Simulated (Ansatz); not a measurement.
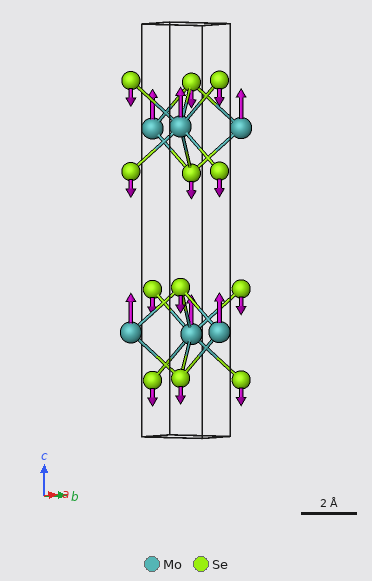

One vibrational mode of a crystal of MoSe2 at the zone centre. Displacements are drawn as purple arrows; their common scale and sign are arbitrary. Style: ball-and-stick. Shown: the cell of the calculation, from a free direction.

Theory: DFT PBE, scalar-relativistic, plane waves, PAW in Ansatz 0.2.0. Settings: plane-wave cutoff 420 eV; k-point mesh 12 × 12 × 2; occupations fixed; no spin polarisation.

Frequencies are those without the non-analytic (LO–TO) term.

Q: Give the symmetry, activity and frequency of this mode.

A: This is the A₂u mode at 342 cm⁻¹, optical level 6 of 7, counted from below, infrared-active by symmetry. The Mo sublattice moves against the Se sublattice, along c; the kinetic energy is shared as Mo 62 %, Se 38 %. Its infrared intensity is 0.14 (D/Å)²/amu.
